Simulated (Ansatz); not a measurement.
## Electronic structure of GaN in real space

The calculation's input:

```
crystal:
  lattice:
    - [3.1799996605, 0.0, 0.0]
    - [-1.5899998303, 2.75396049, 0.0]
    - [0.0, 0.0, 5.166]
  atoms:
    - { symbol: Ga, position: [0.3543703306, 0.6771851653, 0.0157777479] }
    - { symbol: Ga, position: [0.6877036639, 0.3438518319, 0.5157777479] }
    - { symbol: "N", position: [0.3333333333, 0.6666666667, 0.375] }
    - { symbol: "N", position: [0.6666666667, 0.3333333333, 0.875] }
basis:
  ecutwfc: 500
kpoints:
  mp_grid: { grid: [12, 12, 6] }
hamiltonian:
  xc: r2scan
scf:
  occupations: { method: gaussian, width: 0.05 }
output:
  forces: true
  stress: true
  eigenvalues: true
  write_density: true
  write_potential: true
  elf: true
  volumetric_format: npy
```

Command:

```sh
ansatz run input.yaml --threads 1 --pin off --max-ram 2560MiB --backend cpu --events-out ev --progress --plain --runs-dir out
```

Below, planes, directions and counts refer to the conventional cell (a = 5.51 Å, b = 3.18 Å, c = 5.17 Å, α = 90.00°, β = 90.00°, γ = 90.00°).

Space group Cm; changed on purpose from its base cell (all Ga atoms moved -0.100 Å, as atom 1 towards its neighbour atom 2 (Ga) at 3.169 A); not relaxed (largest force 1.5 eV/Å); computed pressure about 2 GPa in this cell.

Level of theory: DFT r2SCAN, scalar-relativistic, plane waves, PAW in Ansatz 0.2.0.

The density is the valence pseudo-density of a PAW calculation; it isn't the true density close to the nuclei.

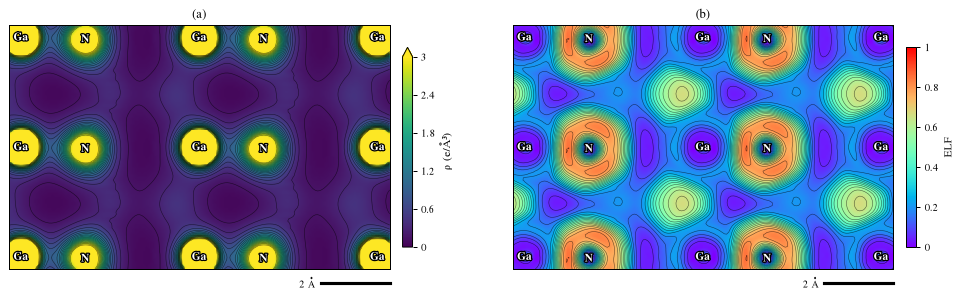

Figure 1. (a) valence charge density (pseudo); (b) electron localisation function on the (11̄0) plane of the conventional cell.

Interpret the plot.

Answer. The section cuts through Ga and N sites.
Atoms just off the plane (Ga, 0.9 Å away and N, 0.9 Å away) can leave unmarked features too.
Ga–N (1.86 Å): ρ at the midpoint is about 0.93 e/Å³; the ELF peaks at about 0.85 in the valence shell of N, 0.6 Å from its nucleus, and is about 0.55 at the midpoint.
Between the atoms the lowest density in this plane is 0.06 e/Å³.

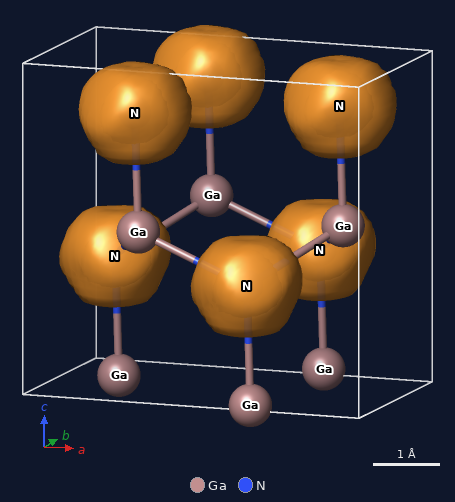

Figure 2. Isosurface of the ELF at 0.75 (orange), seen slightly off an axis. Core shells and regions of very low density are left out. Sticks mark near contacts.

What do the ELF domains correspond to?

Answer. At this value the surface marks out four regions wrapped around N (the valence shell of each), counted in one cell of 8 atoms. Regions shared between cells count once. Profiles from the grid: Ga–N (1.92 Å): the ELF peaks at about 0.85 in the valence shell of N, 0.7 Å from its nucleus, and is about 0.50 at the midpoint.

Metal or insulator at this level of theory?

Answer. It is gapped, with a Kohn–Sham gap of 2.3 eV on the k-point mesh (the band edges may lie off the mesh, which would make the gap smaller).
